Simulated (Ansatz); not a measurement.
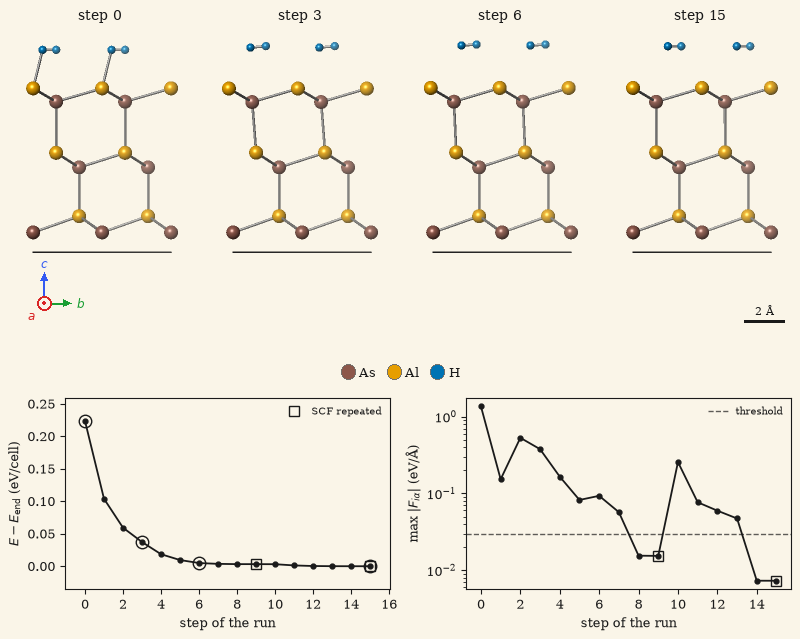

Frames of a constrained relaxation of a slab of composition Al3As3H2 (cut from the F-43m phase), marked on the history of the run. Style: ball-and-stick. Shown: the 1 × 2 repeat of the cell, outlined in the plane, without the vacuum, along the a axis.

Case: H2 put at a bridge As-As site. The slab is the (1 1 1) face of AlAs with H2 on it. 3 atoms are held fixed.

Method: DFT PBEsol, scalar-relativistic, plane waves, PAW (Ansatz). Set-up: plane-wave cutoff 420 eV; k-point mesh 9 × 9 × 1; occupations gaussian; smearing width 0.05 eV; no spin polarisation; dipole correction; atoms relaxed in a fixed cell; force threshold 0.03 eV/Å; at most 70 steps.

**Describe the path.**

The energy falls by 0.224 eV per cell of the calculation in 13 accepted moves (15 points after the start). Largest force component: 1.4 eV/Å at the start, 0.0073 eV/Å at the end. 2 steps only repeated the SCF at the same geometry. The forces were under the threshold at step 8, but the run went on from there. An H atom moves most: 1.42 Å at 83° to the normal (+c side). By element the largest moves are H 1.42 Å, Al 0.03 Å, As 0.02 Å. The cell doesn't change. Some distances before and after: Al–H 2.020 → 2.747 Å, Al–As 2.578 → 2.547 Å, H–H 0.750 → 0.778 Å, Al–As 2.430 → 2.439 Å. Cost: 3.2 min on 4 threads of Intel(R) Xeon(R) Platinum 8259CL CPU @ 2.50GHz (Skylake/Cascade Lake) (shared host), peak memory 1.1 GiB. From step 0 to 3: an H atom moves most (0.53 Å), energy −0.186 eV per cell of the calculation. From step 3 to 6: an H atom moves most (0.58 Å), energy −32.4 meV per cell of the calculation. From step 6 to 15: an H atom moves most (0.50 Å), energy −4.9 meV per cell of the calculation.

| step | E − E(0), meV/atom | largest force component, eV/Å | note |
| --- | --- | --- | --- |
| 0 | 0.00 | 1.3569 |  |
| 1 | -14.97 | 0.1530 |  |
| 2 | -20.54 | 0.5300 |  |
| 3 | -23.29 | 0.3772 |  |
| 4 | -25.64 | 0.1655 |  |
| 5 | -26.76 | 0.0823 |  |
| 6 | -27.34 | 0.0931 |  |
| 7 | -27.50 | 0.0571 |  |
| 8 | -27.55 | 0.0155 |  |
| 9 | -27.55 | 0.0154 | same geometry, SCF repeated |
| 10 | -27.56 | 0.2561 |  |
| 11 | -27.80 | 0.0768 |  |
| 12 | -27.91 | 0.0597 |  |
| 13 | -27.94 | 0.0472 |  |
| 14 | -27.95 | 0.0073 |  |
| 15 | -27.95 | 0.0073 | same geometry, SCF repeated |

Limits of the set-up: the periodic images lie only 4.0 Å apart, so the values are limited by the cell's size.
